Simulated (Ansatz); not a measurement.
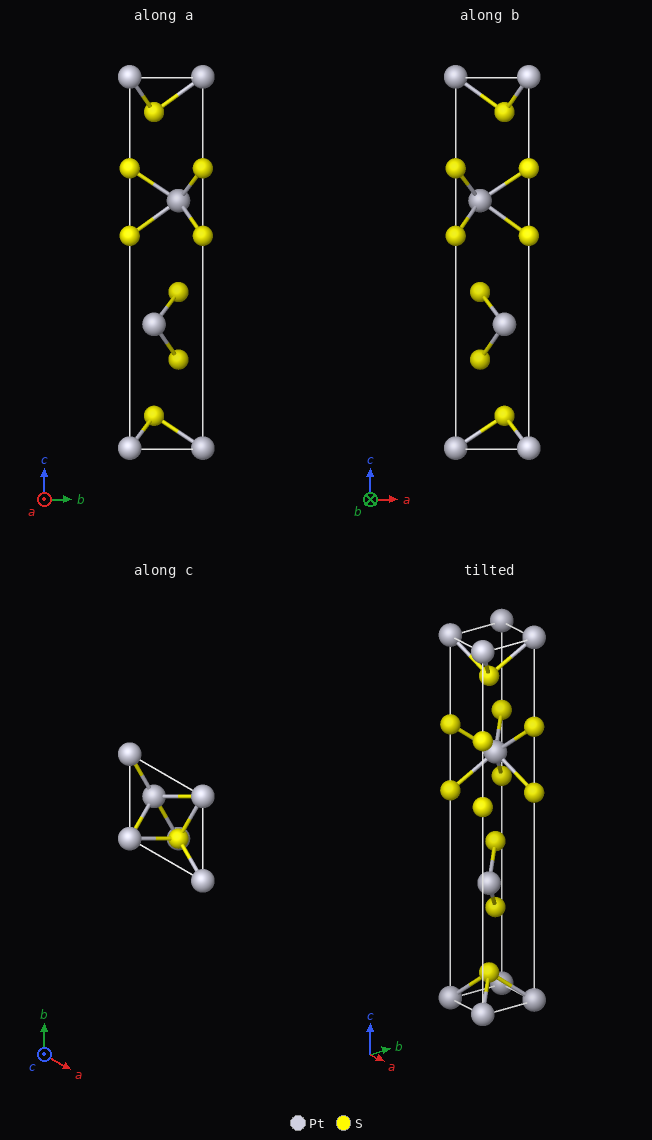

A ball-and-stick picture of a crystal structure, seen along the a axis, along the b axis, along the c axis and slightly off an axis. Lines trace the edges of the conventional unit cell.

Lattice parameters: a = 3.478 Å, b = 3.478 Å, c = 15.288 Å, α = 90.00°, β = 90.00°, γ = 120.00°. Put a along x and b in the xy plane.

Question: Put the structure into a POSCAR file, with free fractional coordinates to two decimals.

Answer:
```
Pt S
1.0
     3.478    0.000    0.000
    -1.739    3.012    0.000
     0.000    0.000   15.288
Pt S
3 6
Direct
  0.00 0.00 0.00
  0.6667 0.3333 0.34
  0.3333 0.6667 0.67
  0.3333 0.6667 0.24
  0.6667 0.3333 0.09
  0.00 0.00 0.57
  0.3333 0.6667 0.42
  0.6667 0.3333 0.91
  0.00 0.00 0.76
```

The model was built from a structure type filled with these elements by a generator (whether the compound takes this form wasn't checked). Earlier steps of the study, as a rule a relaxation of our own, may have changed the cell and positions, so they can lie some per cent off the listed ones. Ansatz was used for an electronic-structure calculation on it.
